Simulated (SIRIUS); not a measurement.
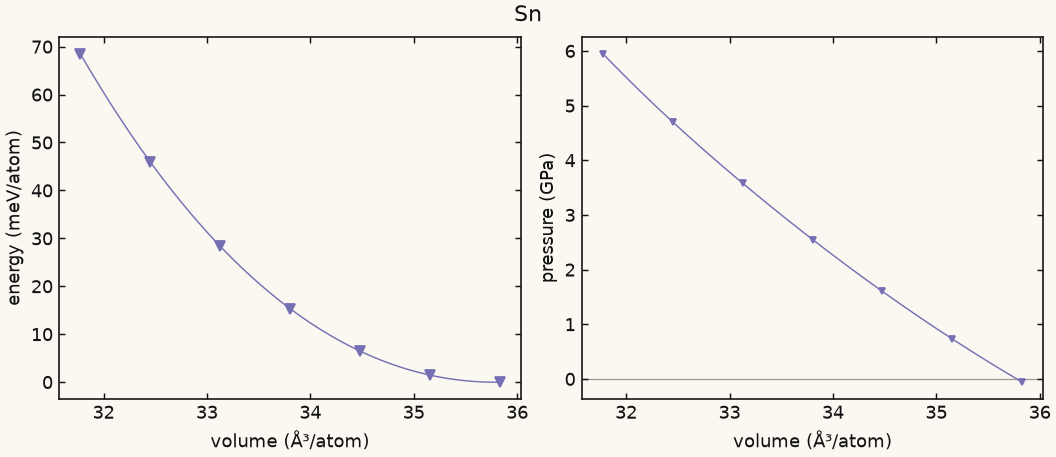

The figure shows the energy and pressure against volume for Sn, space group Fd-3m (No. 227).

Cell as given: a = 4.573 Å, b = 4.573 Å, c = 4.573 Å, α = 60.00°, β = 60.00°, γ = 60.00°; 2 atoms.

How it was computed, with SIRIUS 7.10.0: plane-wave DFT, no spin polarisation; energies at scaled volumes of the given cell, shape and fractions fixed, counted from the fit's minimum, third-order Birch-Murnaghan fit. Level: LDA.

| setting | value |
| --- | --- |
| k mesh | 3×3×3 |
| occupations | Fermi–Dirac |
| smearing width | 0.05 eV |
| potentials | dojo sr pbe 0.4.1 standard |
| wave cutoff | 983 eV |
| density cutoff | 3932 eV |

Q: How stiff is the solid, and where is its volume at rest?

A: A third-order Birch–Murnaghan fit gives V0 = 35.80 Å³/atom, B0 = 40.8 GPa and B′ = 3.5.

Q: How does the pressure vary with volume?

A: It falls from 5.95 GPa at volume 31.77 Å³/atom to −0.06 GPa at 35.83 Å³/atom.

Keep in mind: coarse k mesh; the fit and the printed pressures don't fully agree, or the minimum lies near the end of the range.

The computed values:

```json
{"volume (Å³/atom)": "31.77", "energy (meV/atom)": "68.49", "pressure (GPa)": "5.95"}
{"volume (Å³/atom)": "32.45", "energy (meV/atom)": "45.95", "pressure (GPa)": "4.70"}
{"volume (Å³/atom)": "33.13", "energy (meV/atom)": "28.39", "pressure (GPa)": "3.58"}
{"volume (Å³/atom)": "33.80", "energy (meV/atom)": "15.34", "pressure (GPa)": "2.55"}
{"volume (Å³/atom)": "34.48", "energy (meV/atom)": "6.50", "pressure (GPa)": "1.60"}
{"volume (Å³/atom)": "35.16", "energy (meV/atom)": "1.50", "pressure (GPa)": "0.73"}
{"volume (Å³/atom)": "35.83", "energy (meV/atom)": "0.00", "pressure (GPa)": "-0.06"}
```
